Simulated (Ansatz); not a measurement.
Ga

Input

```
crystal:
  lattice:
    - [-1.377675, 1.377675, 2.229]
    - [1.377675, -1.377675, 2.229]
    - [1.430325, 1.430325, -2.229]
  atoms:
    - { symbol: Ga, position: [0.0, 0.0, 0.0] }
basis:
  ecutwfc: 500
kpoints:
  mp_grid: { grid: [24, 24, 24] }
hamiltonian:
  xc: r2scan
scf:
  occupations: { method: gaussian, width: 0.15 }
output:
  forces: true
  stress: true
  eigenvalues: true
  write_density: true
  write_potential: true
  elf: true
  volumetric_format: npy
```

Launched as:

```sh
ansatz run input.yaml --threads 1 --pin off --max-ram 2560MiB --backend cpu --events-out ev --progress --plain --runs-dir out
```

Below, planes, directions and counts refer to the conventional cell (a = 3.90 Å, b = 4.05 Å, c = 4.46 Å, α = 90.00°, β = 90.00°, γ = 90.00°).

Space group Fmmm; changed on purpose from its base cell (strain +0.0375 x Voigt [0, 0, 0, 0, 0, 1], atoms carried along); computed without spin polarisation.

Level of theory: Ansatz 0.2.0, DFT r2SCAN, scalar-relativistic, plane waves, PAW.

Predict the valence pseudo-density and electron localisation function between the atoms.

Ga–Ga (2.96 Å): ρ is about 0.18 e/Å³ halfway; the ELF is about 0.30 at the midpoint (no shared electron pair shows on this line).

Metal or insulator at this level of theory?

It is gapless in this calculation (a metal or semimetal).

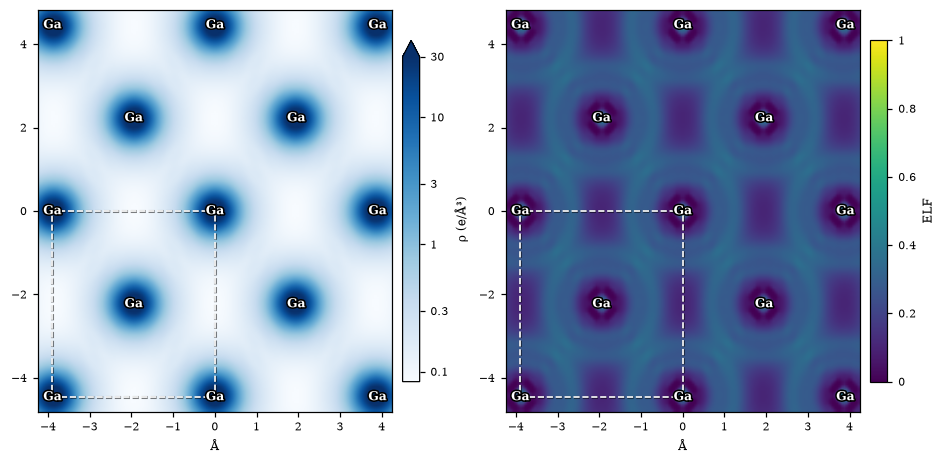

Computed valence pseudo-density and electron localisation function on the (010) plane of the conventional cell, in this order. 
